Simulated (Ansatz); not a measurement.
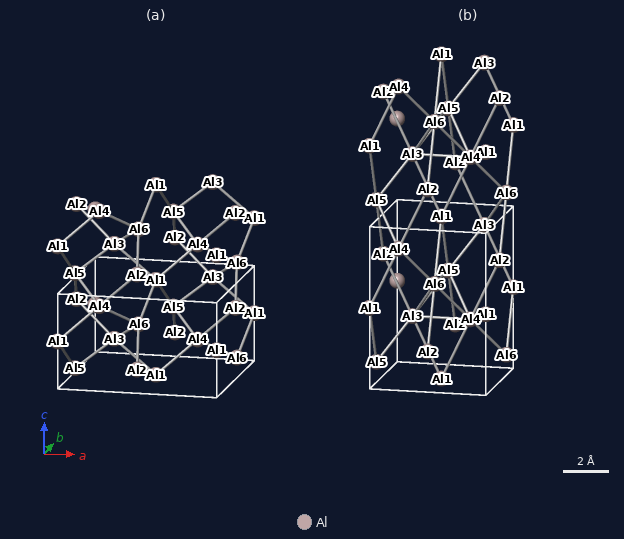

The structure of crystalline Al (a generated structure, set up in I4_122) (coarse preliminary run) before (left) and after (right) a relaxation, at one scale.

A ball-and-stick model of the conventional cell (2 times the calculation's cell), repeated 1 × 1 × 2 with one cell outlined, seen slightly off an axis. Lengths and directions refer to the drawn axes.

These are results of DFT PBE, scalar-relativistic, plane waves, PAW (Ansatz), not measurements. (plane-wave cutoff 420 eV; k-point mesh 6 × 6 × 6; occupations gaussian; smearing width 0.1 eV; no spin polarisation; cell and atoms relaxed; force threshold 0.04 eV/Å; at most 70 steps)

**What changed between the two?**

The largest moves relative to the cell, 0.26 Å, are those of Al3, Al4, Al5 and Al6. Al3 goes along +b. Cell: a = b 7.266 → 5.309 Å (−26.9 %), c 4.345 → 7.415 Å (+70.7 %). Volume −8.9 %. Some distances before and after: Al3–Al4 3.704 → 2.655 Å, Al3–Al5 3.267 → 2.638 Å, Al1–Al3 2.467 → 3.081 Å, Al3–Al5 (another image) 2.326 → 2.638 Å. Among the angles between lasting bonds that change: Al5–Al3–Al6 102.6° → 119.6°. The space group (tolerance 0.01 Å) goes from I4_122 (No. 98) to I4_1/amd (No. 141). After 16 accepted moves (18 points after the start) the energy has fallen by 4.310 eV per cell of the calculation. Largest force component: 3 eV/Å at the start, 0.00046 eV/Å at the end. The pressure goes from 16.91 to 0.01 GPa. The SCF was repeated twice at an unchanged geometry on a basis and grid sized afresh for the cell, which shifted the energy by 0.339 eV per cell of the calculation at most. Cost: 3.8 min on 1 thread of Intel(R) Xeon(R) Processor @ 2.50GHz (Skylake/Cascade Lake), with other jobs on the host, peak memory 0.37 GiB.
